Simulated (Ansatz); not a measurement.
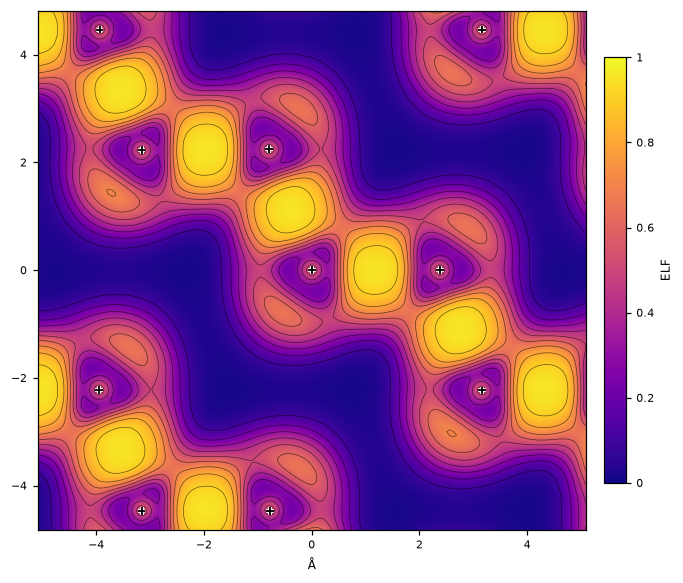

The electron localisation function on a plane through atoms (crosses mark nuclei in the plane).

Theory: Ansatz 0.2.0, DFT PBE, scalar-relativistic, plane waves, PAW.

Candidates:
A. B15P17 (cell charge +1, with a compensating background) (cell with a defect), a = 7.88 Å, b = 7.88 Å, c = 7.88 Å, α = 109.47°, β = 109.47°, γ = 109.47°. Spin-polarised.
B. CoSi, a = 4.43 Å, b = 4.43 Å, c = 4.43 Å, α = 90.00°, β = 90.00°, γ = 90.00°. Space group P2₁3; computed without spin polarisation.
C. Si (cell with a defect), a = 9.47 Å, b = 9.47 Å, c = 9.47 Å, α = 109.47°, β = 109.47°, γ = 109.47°. 

Q: Which system is this?

A: Candidate C: Si on the (100) plane of the calculation cell, which holds Si. Si–Si (2.37 Å): the ELF peaks at about 0.95 between the atoms.
